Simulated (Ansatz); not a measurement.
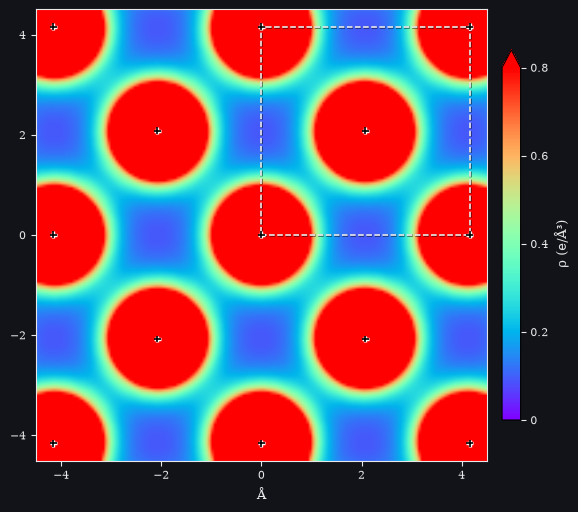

The valence pseudo-density on a plane through atoms (crosses mark nuclei in the plane).

Level of theory: DFT PBE, scalar-relativistic, plane waves, PAW in Ansatz 0.2.0.

Candidates:
A. Au, a = 4.16 Å, b = 4.16 Å, c = 4.16 Å, α = 90.00°, β = 90.00°, γ = 90.00°. Space group Fm-3m; a generated structure, not necessarily the stable one; computed without spin polarisation.
B. SnO₂, a = 4.83 Å, b = 4.83 Å, c = 3.24 Å, α = 90.00°, β = 90.00°, γ = 90.00°. Space group P4₂/mnm.

Question: Which candidate gave the map?

Answer: Candidate A: Au on the (100) plane of the conventional cell, which holds Au. Au–Au (2.94 Å): ρ is about 0.25 e/Å³ halfway.
